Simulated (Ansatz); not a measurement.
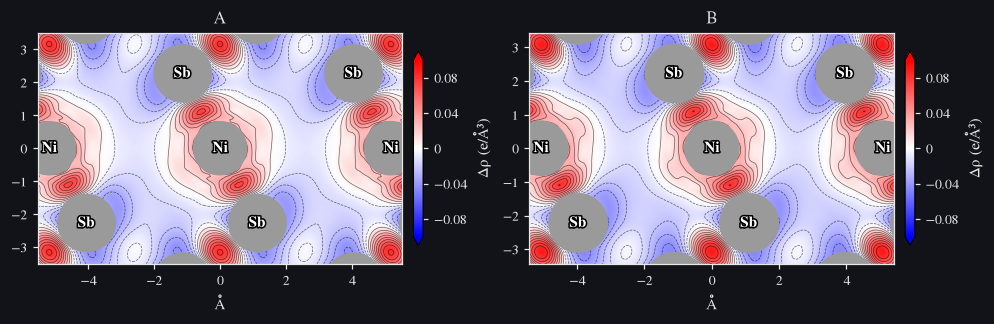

NiSb$_{2}$: deformation density on the (001) plane of the conventional cell at two volumes, with the same fractional coordinates and one colour scale. Grey discs cover the cores. Panel B has 94 % of the volume of panel A.

Space group Pnnm; spin-polarised.

Level of theory: DFT PBEsol, scalar-relativistic, plane waves, PAW in Ansatz.

**How do bonds, bonding charge and pressure respond to this change of volume?**

From A to B, Ni–Sb goes from 2.54 to 2.49 Å, and Δρ at its midpoint from +0.075 to +0.081 e/Å³.
- From A to B, Sb–Sb goes from 2.88 to 2.82 Å, and Δρ at its midpoint from +0.08 to +0.09 e/Å³.
- The pressure is −1.5 GPa in A and 5.3 GPa in B.
- Bader charges in A: Ni −0.37 and Sb +0.18 e; in B: Ni −0.42 and Sb +0.21 e.
- The rearranged charge is 0.21 e an atom in A and 0.21 e in B.

Run times: 3.8 min (base cell) and 3.2 min (scaled cell), on 2 threads of Arm Neoverse N1, on a shared host.
